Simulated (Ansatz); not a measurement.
Crystal: SiNi, the end point of a relaxation with DFT PBE+D3(BJ), scalar-relativistic, plane waves, PAW (Ansatz 0.2.0).

```cif
data_structure
_symmetry_space_group_name_H-M 'P 1'
_symmetry_Int_Tables_number 1
_cell_length_a 2.9774
_cell_length_b 3.2373
_cell_length_c 4.6768
_cell_angle_alpha 90.000
_cell_angle_beta 90.000
_cell_angle_gamma 90.000
_cell_volume 45.08
loop_
_atom_site_label
_atom_site_type_symbol
_atom_site_fract_x
_atom_site_fract_y
_atom_site_fract_z
_atom_site_occupancy
Si1 Si 0.50000 0.50000 0.84407 1
Si2 Si 0.00000 0.00000 0.15593 1
Ni1 Ni 0.50000 0.50000 0.34334 1
Ni2 Ni 0.00000 0.00000 0.65666 1
```

Question: What does its first Brillouin zone look like, and which path through it is standard?

Answer: It has a primitive orthorhombic lattice (oP; extended symbol oP1). The zone is a parallelepiped in its combinatorial type: 6 faces (6 with 4 edges), 12 edges, 8 vertices. Path: Γ–X–S–Y–Γ–Z–U–R–T–Z | X–U | Y–T | S–R.

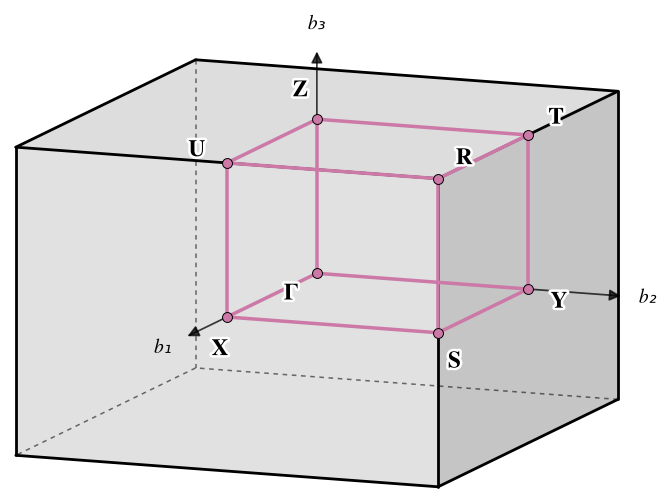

Labels and path follow the convention of Hinuma et al. (2017), as computed by seekpath; the arrows show the directions of the reciprocal primitive vectors b₁, b₂, b₃, in which coordinates are given; lengths include the factor 2π.

```csv
point,k₁,k₂,k₃,length of k (1/Å)
Γ,0,0,0,0.000
X,1/2,0,0,1.055
Z,0,0,1/2,0.672
U,1/2,0,1/2,1.251
Y,0,1/2,0,0.970
S,1/2,1/2,0,1.434
T,0,1/2,1/2,1.180
R,1/2,1/2,1/2,1.583
```
